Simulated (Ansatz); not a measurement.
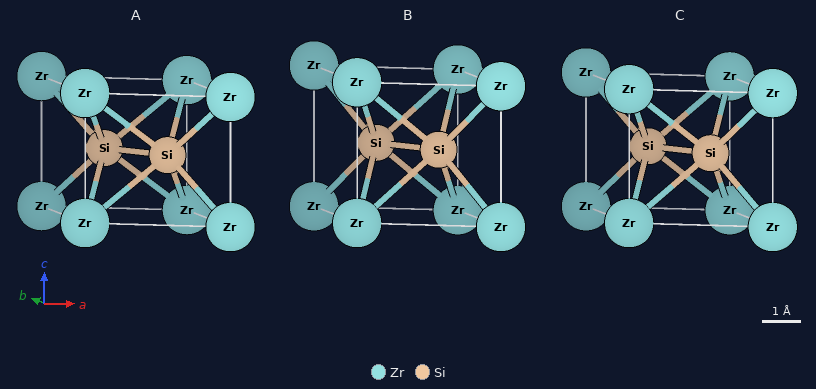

3 geometries from one relaxation of crystalline ZrSi2 (a generated structure, set up in P6/mmm), in shuffled order. Style: ball-and-stick. Shown: the cell of the calculation, slightly off an axis.

Case: Y → Zr on all its sites, cell and atoms relaxed.

The calculation used DFT PBEsol, scalar-relativistic, plane waves, PAW in Ansatz. (plane-wave cutoff 420 eV; k-point mesh 12 × 12 × 12; occupations gaussian; smearing width 0.1 eV; no spin polarisation; cell and atoms relaxed; force threshold 0.01 eV/Å; at most 60 steps)

Question: Put them in the order of the run, from the start to the converged end.

Answer: B, C, A. They are steps 0, 1, 5, at +50.3 meV per atom, +7.6 meV per atom relative to the last. After 4 accepted moves (5 points after the start) the energy has fallen by 50.3 meV per atom. All forces vanish by symmetry, so only the cell relaxes. Pressure: −5.26 GPa at the start and −0.01 GPa at the end. The SCF was repeated once at an unchanged geometry on a basis and grid sized afresh for the cell, which shifted the energy by 0.1 meV per atom at most. The atoms keep their places relative to the cell (all moves are under 0.005 Å). Cell: a = b 3.962 → 4.004 Å (+1.1 %), c 3.806 → 3.514 Å (−7.7 %). Volume −5.7 %. Some distances before and after: Si–Zr 2.976 → 2.904 Å, Si–Si 2.288 → 2.312 Å. The space group stays P6/mmm (No. 191). Cost: 61 s on 1 thread of Arm Neoverse N1 (shared host), peak memory 0.39 GiB.
